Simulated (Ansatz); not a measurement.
## Energy of Si along a strain of the cell

System: Si (I4/mmm, 1 atom in the cell).
Method: DFT PBE+D3(BJ), scalar-relativistic, plane waves, PAW, no spin polarisation (Ansatz 0.2.0).

The 7 runs differ only in the geometry, by a strain of the cell at fixed fractional positions. Against run 4, the strain is εzz = η. The structure derives from a Materials Project entry.

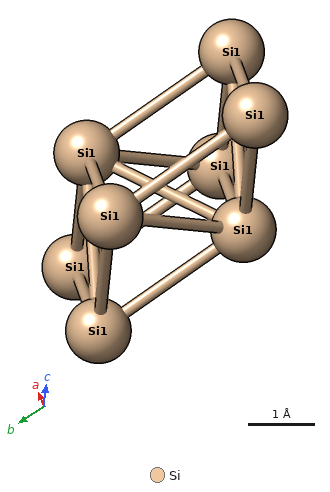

Figure 1. The structure of run 4 (ball-and-stick view of the reduced cell, seen at an oblique angle; atoms are numbered from 1 in the order of the input).

## Input of run 4
```yaml
crystal:
  lattice:
    - [0.0, 1.9108305409, 1.9586013044]
    - [1.9108305409, 0.0, 1.9586013044]
    - [1.9108305409, 1.9108305409, 0.0]
  atoms:
    - { symbol: Si, position: [0.0, 0.0, 0.0] }
basis:
  ecutwfc: 420
kpoints:
  mp_grid: { grid: [22, 22, 22] }
hamiltonian:
  xc: pbe
  dispersion: d3bj
scf:
  occupations: { method: gaussian, width: 0.15 }
output:
  forces: true
  stress: true
  eigenvalues: true
```

Lattice vectors (Å) and fractional positions of run 4:
```
   0.000000    1.910831    1.958601
   1.910831    0.000000    1.958601
   1.910831    1.910831    0.000000
Si  0.000000  0.000000  0.000000
```

Run 2 differs from it as follows:
```diff
-    - [0.0, 1.9108305409, 1.9586013044]
-    - [1.9108305409, 0.0, 1.9586013044]
+    - [0.0, 1.9108305409, 1.7675182503]
+    - [1.9108305409, 0.0, 1.7675182503]
```

## Results, with one run withheld

```csv
run,strain parameter η (%),"free energy per atom, from the lowest run given (meV)",pressure (GPa)
1,−12.1951,26.79,10.02
2,−9.7561,?,?
3,−7.3171,0.00,2.97
4,0.0000,6.13,−4.15
5,2.4390,16.04,−5.74
6,4.8780,26.61,−7.18
7,7.3171,40.81,−8.54
```

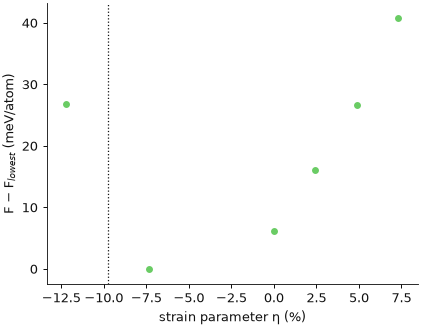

Figure 2. Free energy per atom of the runs given; the dotted line marks run 2.

Estimate the energy of run 2 from the others.

A cubic polynomial in the coordinate, fitted to the 6 runs given, misses them by at most 0.89 meV per atom. With x = η + 0.8130, it reads F = 3.2996 + 2.9443 x + 0.29969 x² − 0.01228 x³ (meV per atom). At run 2 it gives 9.72 meV per atom, and the run itself gives 9.71. The fit has its minimum at η = −4.7652 %.

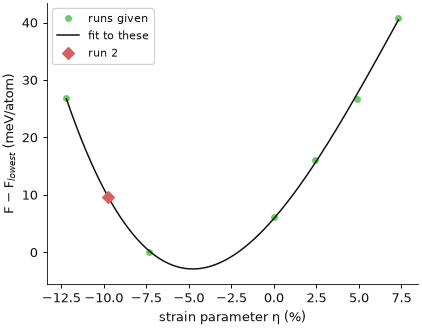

Figure 3. The fit and the withheld run.

## Output, shortened to warnings, some set-up lines, iterations and results (run 2)
```
Basis set: ecut = 420 eV, 273 PW (Γ), exchange–correlation on 36×36×40 points (8 copies of the dense FFT grid, shifted against one another)
Symmetry: 16 space group operations
k-points: 834 of 10648
Initial density: superposition of atomic densities (neutral atoms: chi_scale 0, normalization atom), corrected by the library's trained network
[...]
SCF iter   1: F=—  HF=-635.708682 eV  |F-HF|=—  |Δ(HF+E_count)|=         —  Δρ=2.61e-3  dr2=5.96e-4  ethr=1.77e-3  ⟨swp⟩=4.9  Hψ=46679  notcnv=0
SCF iter   2: F=—  HF=-635.708689 eV  |F-HF|=—  |Δ(HF+E_count)|=   7.49e-6  Δρ=1.26e-3  dr2=1.33e-4  ethr=1.49e-5  ⟨swp⟩=1.4  Hψ=12049  notcnv=0
SCF iter   3: F=—  HF=-635.708707 eV  |F-HF|=—  |Δ(HF+E_count)|=   1.76e-5  Δρ=7.03e-5  dr2=5.47e-7  ethr=3.32e-6  ⟨swp⟩=2.0  Hψ=6443  notcnv=0
SCF iter   4: F=—  HF=-635.708702 eV  |F-HF|=—  |Δ(HF+E_count)|=   5.58e-6  Δρ=1.32e-5  dr2=1.27e-8  ethr=1.37e-8  ⟨swp⟩=2.0  Hψ=6484  notcnv=0
SCF iter   5: F=-635.708702 eV  HF=-635.708702 eV  |F-HF|=3.59e-10  |Δ(HF+E_count)|=   5.39e-9  Δρ=3.45e-6  dr2=1.28e-9  ethr=3.17e-10  ⟨swp⟩=1.0  Hψ=4810  notcnv=0
SCF iter   6: F=-635.708702 eV  HF=-635.708702 eV  |F-HF|=2.05e-12  |Δ(HF+E_count)|=  2.66e-10  Δρ=2.48e-7  dr2=6.29e-12  ethr=3.20e-11  ⟨swp⟩=1.5  Hψ=15966  notcnv=0
SCF 1 converged in 6 iterations: F = -635.708702 eV  dr2 = 6.29e-12
SCF converged after 6 iterations
Free energy (F): -635.708702 eV
Harris-Foulkes:  -635.708702 eV  (|F-HF|=2.05e-12)
Internal energy: -635.704031 eV  (E = F + TS)
E sigma→0 (E₀):  -635.706366 eV
Entropy (-TS):   -0.004671 eV (-4.671 meV/atom)
Fermi energy:    12.431101 eV
--- Per-component energies (eV) ---
  E_band       = 24.992604
  E_kinetic    = 43.590951
  E_local      = 6.601932  (includes V_loc(G=0)·N_el)
  E_nonlocal   = 25.486714
  E_hartree    = 0.275939
  E_xc         = -57.053008
  E_vxc        = -49.212141  (∫ρ·V_xc dr)
  E_paw        = -512.290754  (= ΣΔE_a)
  E_vpaw       = -2.026739  (= ΣTr[D̂ρ^β])
  E_aug_tail   = 0.000007  (compensation charges beyond the density's cutoff)
  E_ewald      = -141.833393
  E_disp       = -0.482419  (pairwise vdW)
  E_smearing   = -0.004671  (= −TS)
  E_closure    = 0.000000  (closes the sum)
  Σ components = -635.708702   (vs F -635.708702, Δ=0.00e0)
--- Forces (eV/Å), atoms counted from 1 ---
  atom   1  Si     0.00000000     0.00000000    -0.00000000
  max |Σ_I F_I| component: 2.47e-32 eV/Å
--- Stress (GPa, compression-positive) ---
        6.270493       0.000000       0.000000
        0.000000       6.270493       0.000000
        0.000000       0.000000       6.140959
  P = ⅓ Tr σ = 6.2273 GPa (62.273 kbar)
```
